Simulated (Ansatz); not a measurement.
Consider TiPbO3.

Input

```
crystal:
  lattice:
    - [3.9355, 0.0, 0.0]
    - [0.0, 3.9355, 0.0]
    - [0.0, 0.0, 3.9355]
  atoms:
    - { symbol: Pb, position: [0.0, 0.0, 0.0] }
    - { symbol: Ti, position: [0.5, 0.5, 0.5] }
    - { symbol: O, position: [0.5, 0.5, 0.0] }
    - { symbol: O, position: [0.5, 0.0, 0.5] }
    - { symbol: O, position: [0.0, 0.5, 0.5] }
basis:
  ecutwfc: 500
kpoints:
  mp_grid: { grid: [8, 8, 8] }
hamiltonian:
  xc: r2scan
scf:
  occupations: { method: gaussian, width: 0.02 }
output:
  forces: true
  stress: true
  eigenvalues: true
  write_density: true
  write_potential: true
  elf: true
  volumetric_format: npy
```

Run with:

```sh
ansatz run input.yaml --threads 2 --pin off --max-ram 7168MiB --backend cpu --events-out ev --progress --plain --runs-dir out
```

Below, planes, directions and counts refer to the conventional cell (a = 3.94 Å, b = 3.94 Å, c = 3.94 Å, α = 90.00°, β = 90.00°, γ = 90.00°).

Space group Pm-3m; a generated structure, not necessarily the stable one; changed on purpose from its base cell (volume × 1.000 of the coarse rest volume); computed without spin polarisation.

All numbers below come from DFT r2SCAN, scalar-relativistic, plane waves, PAW in Ansatz 0.2.0.

**What will maps of the valence pseudo-density and electron localisation function show?**

Ti–O (1.97 Å): the density is about 0.68 e/Å³ at the midpoint; the ELF peaks at about 0.85 in the valence shell of O, 0.6 Å from its nucleus, and is about 0.20 at the midpoint (no localised pair shows between them).
Pb–O (2.78 Å): the density is about 0.18 e/Å³ at the midpoint; the ELF is about 0.10 at the midpoint; no shared electron pair shows on this line.

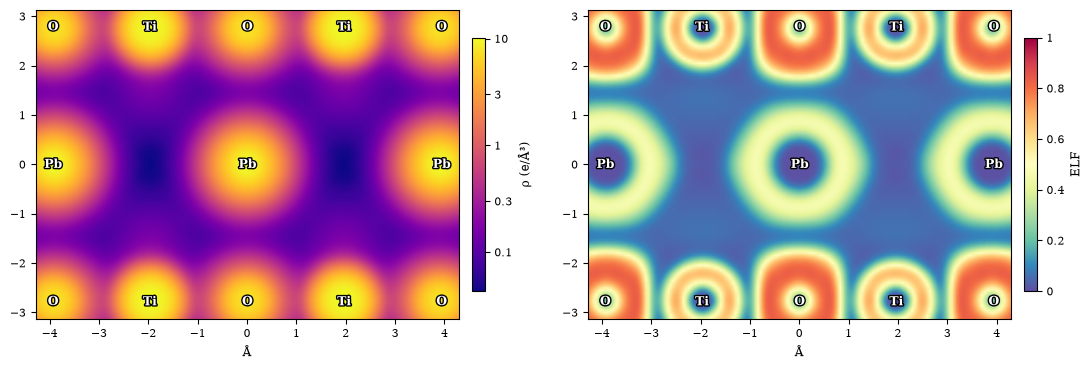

Computed valence pseudo-density and electron localisation function on the (101) plane of the conventional cell, in this order. 

Core electrons are frozen (PAW), and the valence fields are smoothed inside the atomic spheres.
